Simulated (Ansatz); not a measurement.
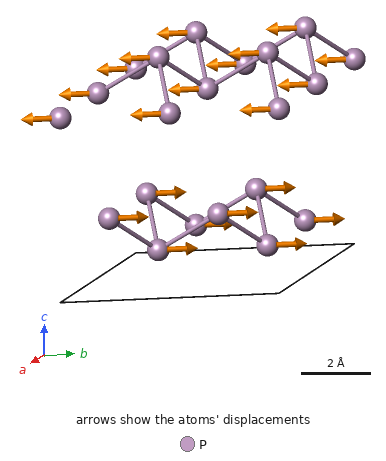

One vibrational mode of a free-standing layer of P (a generated structure) at the zone centre. The orange arrows are the displacements of the atoms (eigenvector over the root of the mass), of arbitrary overall length and sign. A ball-and-stick model of the 2 × 2 repeat of the cell, outlined in the plane, without the vacuum, seen slightly off an axis.

Level of theory: DFT PBE+D3(BJ), scalar-relativistic, plane waves, PAW (Ansatz).

The input:
```yaml
crystal:
  lattice:
    - [3.2568236342, 0.0, 0.0]
    - [-1.6284118171, 2.8204920029, 0.0]
    - [0.0, 0.0, 34.6378032]
  atoms:
    - { symbol: P, position: [0.6666666667, 0.3333333333, 0.2405960193] }
    - { symbol: P, position: [0.3333333333, 0.6666666667, 0.2047083685] }
    - { symbol: P, position: [0.0, 0.0, 0.336807804] }
    - { symbol: P, position: [0.3333333333, 0.6666666667, 0.3726954549] }
  periodic: [true, true, false]
basis:
  ecutwfc: 420
kpoints:
  mp_grid: { grid: [12, 12, 1] }
hamiltonian:
  xc: pbe
  dispersion: d3bj
scf:
  occupations: { method: fixed }
output:
  eigenvalues: true
phonons:
  method: dfpt
  eigenvectors: true
  qmesh: [3, 3, 1]
  temperatures: { t_max: 1000, t_step: 100 }
  qpath:
    path:
      - [[0.0, 0.0, 0.0], [0.5, 0.0, 0.0], [0.33333333, 0.33333333, 0.0], [0.0, 0.0, 0.0], [0.0, 0.0, 0.5], [0.5, 0.0, 0.5], [0.33333333, 0.33333333, 0.5], [0.0, 0.0, 0.5]]
      - [[0.5, 0.0, 0.5], [0.5, 0.0, 0.0]]
      - [[0.33333333, 0.33333333, 0.5], [0.33333333, 0.33333333, 0.0]]
    npoints: 8
```

Command:
```bash
ansatz run input.yaml --threads 1 --pin off --max-ram 2048MiB --backend cpu --events-out ev --progress --plain --runs-dir out
```

Frequencies are those without the non-analytic (LO–TO) term.

Question: What mode is this, and where does it lie in the spectrum?

Answer: This is the E_g mode (doubly degenerate; one member of the set is drawn) at 0.65 THz, the lowest optical level, Raman-active by symmetry. All motion is along b of the drawn cell; whole layers move rigidly against one another.
